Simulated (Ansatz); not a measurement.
System: SnSe₂, space group P-3m1 (No. 164).

The given structure:
```yaml
crystal:
  lattice:
    - [3.81745, 0.00000, 0.00000]
    - [-1.90872, 3.30601, 0.00000]
    - [0.00000, 0.00000, 6.15468]
  atoms:
    - { symbol: Sn, position: [0.00000, 0.00000, 0.00000] }
    - { symbol: Se, position: [0.66667, 0.33333, 0.74217] }
    - { symbol: Se, position: [0.33333, 0.66667, 0.25783] }
```

Input of one of the runs behind the figure:
```
crystal:
  lattice:
    - [3.817448739, 0.0, 0.0]
    - [-1.9087243695, 3.3060075856, 0.0]
    - [0.0, 0.0, 6.1546758475]
  atoms:
    - { symbol: Sn, position: [0.0, 0.0, 0.0] }
    - { symbol: Se, position: [0.6666666667, 0.3333333333, 0.7421700594] }
    - { symbol: Se, position: [0.3333333333, 0.6666666667, 0.2578299406] }
basis:
  ecutwfc: 420
kpoints:
  mp_grid: { grid: [12, 12, 6] }
hamiltonian:
  xc: pbesol
scf:
  occupations: { method: gaussian, width: 0.02 }
output:
  forces: true
  stress: true
  eigenvalues: true
```

Launched with:
```bash
ansatz run input.yaml --threads 1 --pin off --max-ram 2560MiB --backend cpu --events-out ev --progress --plain --runs-dir out
```

Method: energy, stress and cell of a relaxed crystal along a series of strains, atoms and what the cell freedom names relaxed within the symmetry; plane waves with PAW datasets, Γ-centred k mesh; energies extrapolated to zero smearing (Ansatz 0.2.0). Level: PBEsol, no spin polarisation.

- wave cutoff: 420 eV
- k mesh: 12×12×6
- occupations: Gaussian
- smearing width: 0.02 eV
- strain kind: biaxial in the ab plane
- cell freedom: length and tilt of c free

What does the calculation give for the energy change and volume change against strain? The strain takes the values −6, −4, −2, 0, 2, 4, 6 %.

The energy rises on both sides of the starting structure, which is therefore a minimum along this path. The energy change is 82.11 meV/atom at strain −6 % and 48.51 meV/atom at 6 %; the lowest computed point is at strain 0 % (0.00 meV/atom), and no other minimum shows. The volume change goes from −6.48 % at strain −6 % to −0.46 % at 6 %, not monotonically, with a high of 1.10 % at 2 %.

```json
{"strain (%)": "-6", "energy change (meV/atom)": "82.11", "volume change (%)": "-6.48"}
{"strain (%)": "-4", "energy change (meV/atom)": "34.20", "volume change (%)": "-3.84"}
{"strain (%)": "-2", "energy change (meV/atom)": "8.02", "volume change (%)": "-1.67"}
{"strain (%)": "0", "energy change (meV/atom)": "0.00", "volume change (%)": "0.00"}
{"strain (%)": "2", "energy change (meV/atom)": "6.77", "volume change (%)": "1.10"}
{"strain (%)": "4", "energy change (meV/atom)": "24.78", "volume change (%)": "1.04"}
{"strain (%)": "6", "energy change (meV/atom)": "48.51", "volume change (%)": "-0.46"}
```

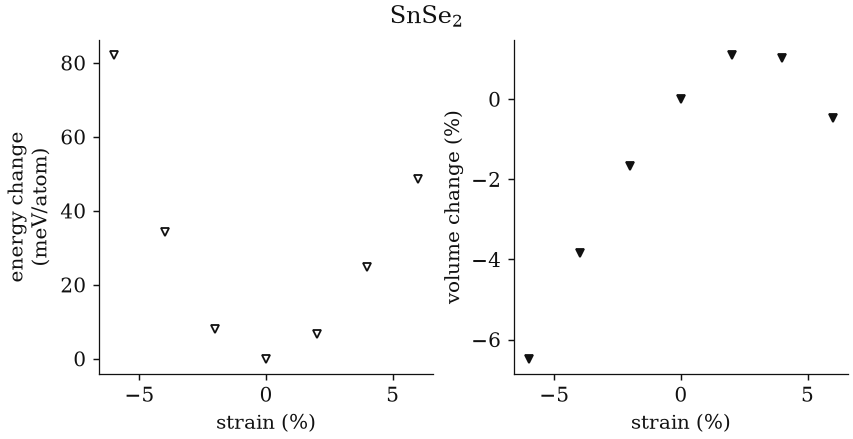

Note: a crossing between the sampled k points may be missed; narrow smearing for a metal.
